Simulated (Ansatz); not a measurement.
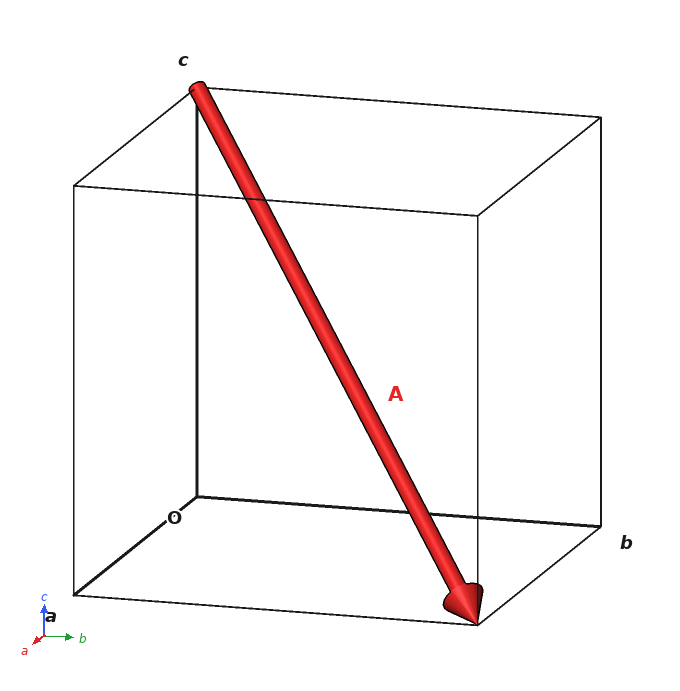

For BN, the geometry relaxed with Ansatz 0.2.0, DFT PBE, scalar-relativistic, plane waves, PAW: the arrow starts at a corner of the unit cell and ends on its surface; where a tip isn't a corner, dashed lines run from it parallel to the axes. Symmetry computed with spglib at a tolerance of 0.002 Å; standard conventional cell.

a = 3.625 Å, b = 3.625 Å, c = 3.625 Å, α = 90.00°, β = 90.00°, γ = 90.00°.

> Index the direction.

Arrow A runs from (0, 0, 1) to (1, 1, 0), so [1 1 −1].

> How long is the vector ua + vb + wc?

6.278 Å.
